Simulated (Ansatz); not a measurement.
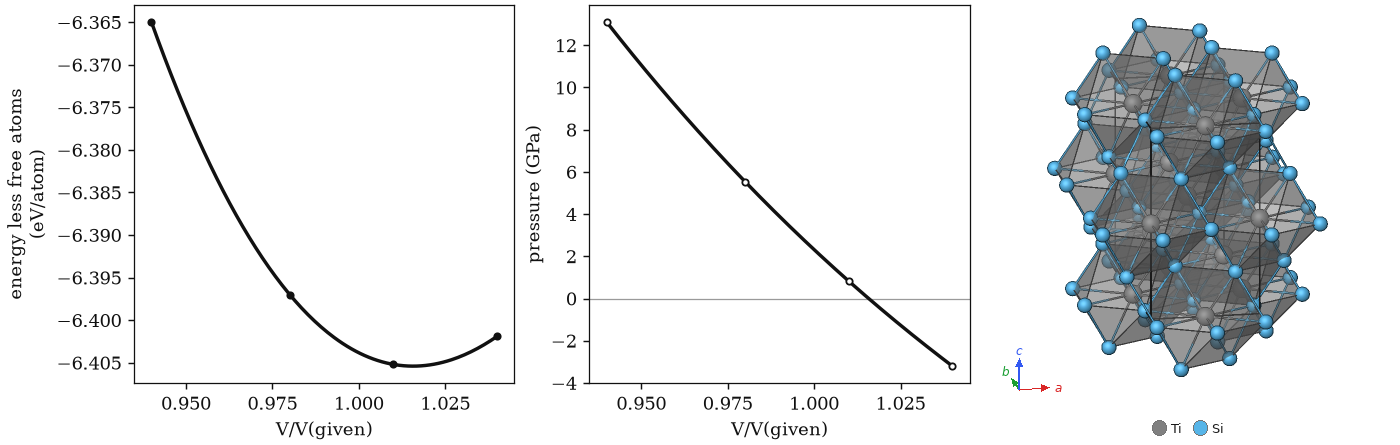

The figure shows the energy less free atoms and pressure against V/V(given) for TiSi₂, space group Fddd (No. 70). The conventional cell is drawn beside the plot.

Cell as given: a = 5.926 Å, b = 4.884 Å, c = 4.760 Å, α = 75.82°, β = 53.04°, γ = 51.14°; 6 atoms.

How it was computed, with Ansatz 0.2.0: periodic Kohn-Sham DFT of a crystal at fixed atoms, scaled to the stated factor times the given cell; pressure positive in compression, energy less spherical unpolarised free atoms. Level: PBE.

```tsv
setting	value
method	all-electron LAPW
relativity	scalar
k mesh	8×8×8
occupations	Fermi–Dirac
smearing width	0.08 eV
basis error target	0.5 (meV/atom)
nucleus	Gaussian
```

V(given) is 13.96 Å³/atom.

Where is the energy less free atoms lowest, and are there other minima?

The lowest computed point is at V/V(given) 1.01 (−6.4052 eV/atom), and no other minimum shows among the points.

Read off the course of the pressure.

It falls from 13.1 GPa at V/V(given) 0.94 to −3.2 GPa at 1.04, and changes sign near 1.02.

Caveats: shape and atomic fractions are frozen while scaling, which makes layered, chain and framework solids too stiff.
